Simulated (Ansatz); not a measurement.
CuO

```
CELL_PARAMETERS angstrom
3.98194 0.00000 0.00000
0.00000 4.30710 0.00000
0.00000 0.00000 5.15593
ATOMIC_POSITIONS crystal
Cu 0.25000 0.75000 0.50000
Cu 0.75000 0.25000 0.50000
Cu 0.25000 0.25000 0.00000
Cu 0.75000 0.75000 0.00000
O 0.00000 0.50000 0.75000
O 0.50000 0.00000 0.75000
O 0.00000 0.50000 0.25000
O 0.50000 0.00000 0.25000
```

Space group Cccm; a structure from a database of computed crystals, not necessarily the ambient phase.

Theory: Ansatz 0.2.0, Kohn-Sham DFT of a periodic cell, PBE, Ansatz PAW.

The density is the valence pseudo-density of a PAW calculation; it isn't the true density close to the nuclei.

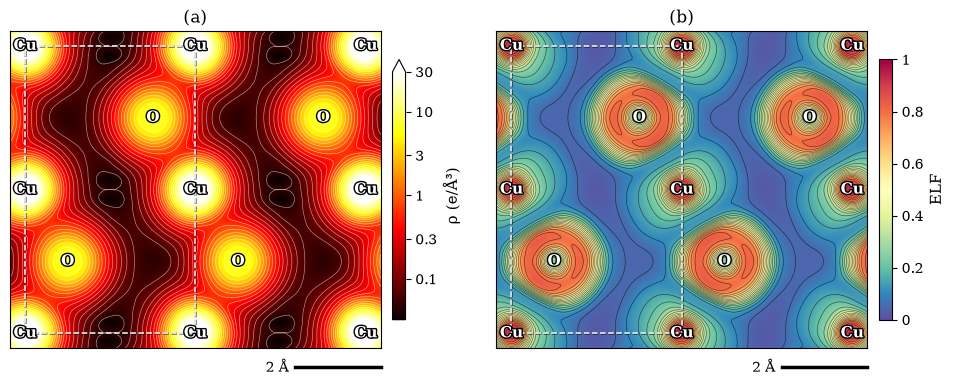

Figure 1. (a) valence pseudo-density; (b) ELF on the (011̄) plane of the conventional cell.

Read the bonding off the picture.

The section cuts through Cu and O sites. Cu–O (1.95 Å): ρ is about 0.64 e/Å³ halfway; the ELF peaks at about 0.85 in the valence shell of O, 0.6 Å from its nucleus, and is about 0.20 at the midpoint: no shared electron pair shows on this line. Between the atoms the lowest density in this plane is 0.03 e/Å³. The features right at Cu lie inside the PAW spheres, where the map follows smoothed inner orbitals and isn't to be read closely.

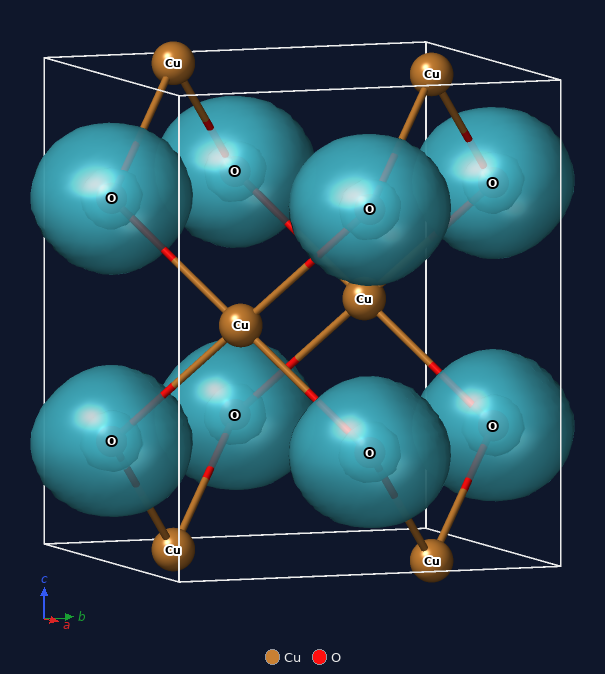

Figure 2. Isosurface of the electron localisation function at 0.65 (cyan), seen slightly off an axis. Only the valence region is drawn (cores and ρ < 0.01 e/Å³ removed). Sticks mark near contacts.

Describe the localisation domains.

The ELF exceeds this value in four regions wrapped around O (the valence shell of each), counted in one cell of 8 atoms. Regions shared between cells count once.

Metal or insulator at this level of theory?

It is metallic or semimetallic at this level of theory: no gap opens; semilocal functionals without U, or without the true magnetic order, often close the gap of such compounds.
